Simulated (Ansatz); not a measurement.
# Al₁₂Pt (slab): what the fields show

Input

```
crystal:
  lattice:
    - [5.634373102, 0.0, 0.0]
    - [-2.817186551, 4.8795102407, 0.0]
    - [0.0, 0.0, 20.0320257113]
  atoms:
    - { symbol: Al, position: [0.3333333333, 0.1666666667, 0.1996802549] }
    - { symbol: Al, position: [0.3333333333, 0.6666666667, 0.1996802549] }
    - { symbol: Al, position: [0.8333333333, 0.1666666667, 0.1996802549] }
    - { symbol: Al, position: [0.8333333333, 0.6666666667, 0.1996802549] }
    - { symbol: Al, position: [0.1666666667, 0.3333333333, 0.3128118626] }
    - { symbol: Al, position: [0.1666666667, 0.8333333333, 0.3128118626] }
    - { symbol: Al, position: [0.6666666667, 0.3333333333, 0.3128118626] }
    - { symbol: Al, position: [0.6666666667, 0.8333333333, 0.3128118626] }
    - { symbol: Al, position: [0.0, 0.0, 0.4259192672] }
    - { symbol: Al, position: [0.0, 0.5, 0.4259192672] }
    - { symbol: Al, position: [0.5, 0.0, 0.4259192672] }
    - { symbol: Al, position: [0.5, 0.5, 0.4259192672] }
    - { symbol: Pt, position: [0.0, 0.0, 0.5547130316] }
basis:
  ecutwfc: 420
kpoints:
  mp_grid: { grid: [6, 6, 1] }
hamiltonian:
  xc: lda
  pseudopotentials: { kind: paw, azcp: { folder: soft_1 } }
scf:
  occupations: { method: gaussian, width: 0.1 }
output:
  forces: true
  eigenvalues: true
  write_density: true
  write_potential: true
  elf: true
  volumetric_format: npy
relax:
  adjacent_minimum: "off"
  f_tol: 0.025
  max_steps: 16
  constraints:
    - { sites: [0, 1, 2, 3, 4, 5, 6, 7, 8, 9, 10, 11] }
    - { sites: [12], fix: xy }
efield:
  axis: 3
  dipole_correction: true
  ramp_width: 0.04
```

Command:

```sh
ansatz run input.yaml --threads 1 --pin off --max-ram 3072MiB --backend cpu --events-out ev --progress --plain --runs-dir out
```

The fields are those of the run's last geometry, not of the input's.

A point of a scan over the structure, not its minimum; not relaxed (largest force 1.3 eV/Å); PAW files of the earlier set (soft_1).

Method: Ansatz, DFT LDA, scalar-relativistic, plane waves, PAW.

Core electrons are frozen (PAW), and the valence fields are smoothed inside the atomic spheres.

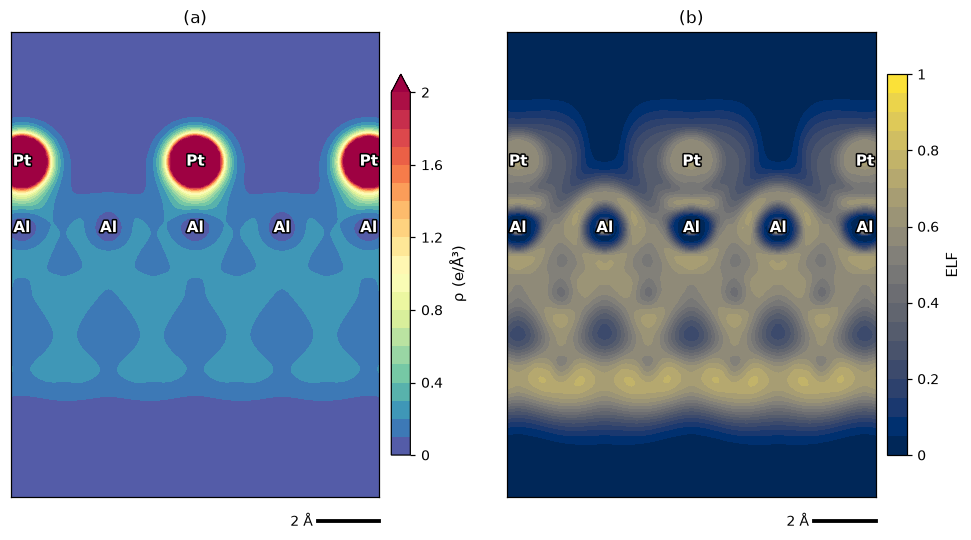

Figure 1. (a) valence charge density (pseudo); (b) ELF on the (100) plane of the calculation cell, a cut from vacuum to vacuum.

> What do the fields say about this system?

The plane passes through Al and Pt nuclei. Atoms just off the plane (Al, 0.8 Å away) can leave unmarked features too. Al–Pt (2.16 Å): the density is about 0.89 e/Å³ at the midpoint; the ELF peaks at about 0.60 between the atoms. Al–Al (2.82 Å): ρ is about 0.2 e/Å³ halfway; the ELF peaks at about 0.65 between the atoms. The density dies away to nearly zero in the vacuum. The features right at Pt lie inside the PAW spheres, where the map follows smoothed inner orbitals and isn't to be read closely.

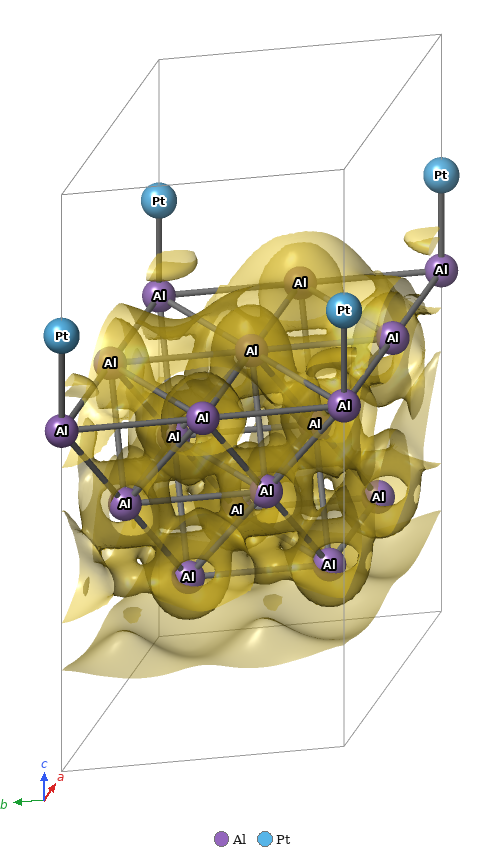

Figure 2. Isosurface of the ELF at 0.55 (yellow), seen at an oblique angle. Core shells and regions of very low density are left out. Sticks mark near contacts.

> Where are the electrons localised?

The surface consists of one region between bonded Al–Pt atoms and sheets that run through the cell in two directions, counted in one cell of 13 atoms. Counts are for one cell; the picture repeats the cell along the surface. Along the contacts the grid gives the following. Al–Al (2.79 Å): the ELF peaks at about 0.65 between the atoms.

> Metal or insulator at this level of theory?

It is gapless in this calculation (a metal or semimetal).
